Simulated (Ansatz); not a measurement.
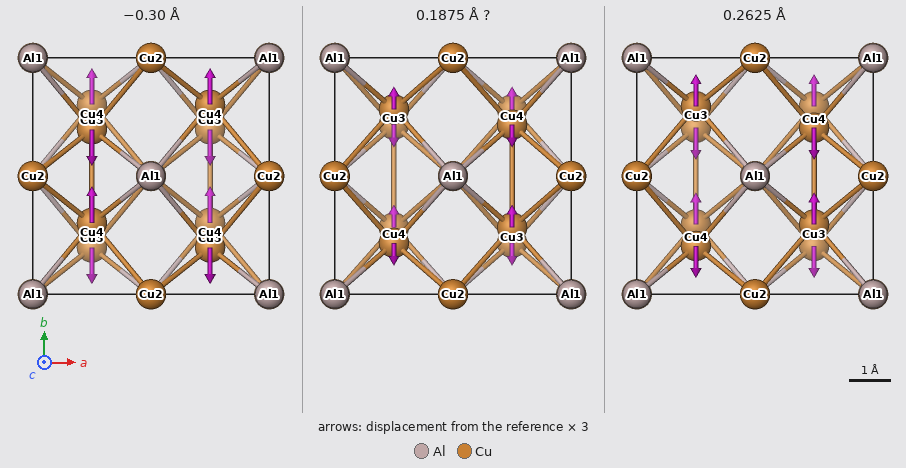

A scan of solid AlCu₃ (Fm-3m): a normal mode at the zone centre (one arbitrary combination within a set of 3 degenerate modes) is frozen in with the cell fixed, the amplitude being the largest displacement of an atom. The picture is a ball-and-stick view of the conventional cell (4 times the calculation's cell), seen along the c axis. Purple arrows: displacements from the reference. Lengths and directions refer to the drawn axes.

Theory: DFT r2SCAN, scalar-relativistic, plane waves, PAW (Ansatz 0.2.0). (plane-wave cutoff 500 eV; k-point mesh 14 × 14 × 14; occupations gaussian; smearing width 0.15 eV; no spin polarisation). Energies (free energies at the smearing named) are counted from the relaxed crystal.

```tsv
largest displacement (Å)	energy change (meV/cell)
−0.3000	718
−0.1500	148
0.0000	0
0.0375	9
0.0750	35
0.1125	81
0.1875	?
0.2250	362
0.2625	519
```

Question: One row is withheld. What is its energy?

Answer: A straight line between the two neighbours gives 268 meV/cell. A cubic through the four nearest rows (0.0750, 0.1125, 0.2250, 0.2625) gives, with Lagrange weights, (−0.2000)(35) + (0.5000)(81) + (1.0000)(362) + (−0.3000)(519) = 240 meV/cell. The calculation gives 241 meV/cell, so the cubic is 1 meV/cell too low and the straight line 27 meV/cell too high, as the curve bends upwards here.

The whole profile:

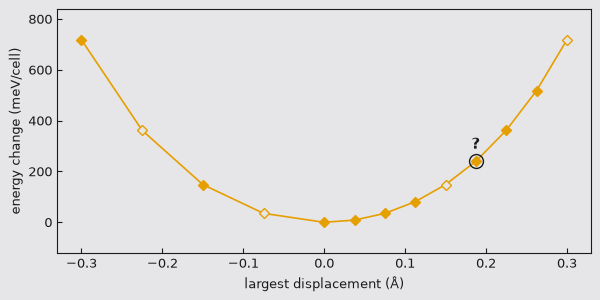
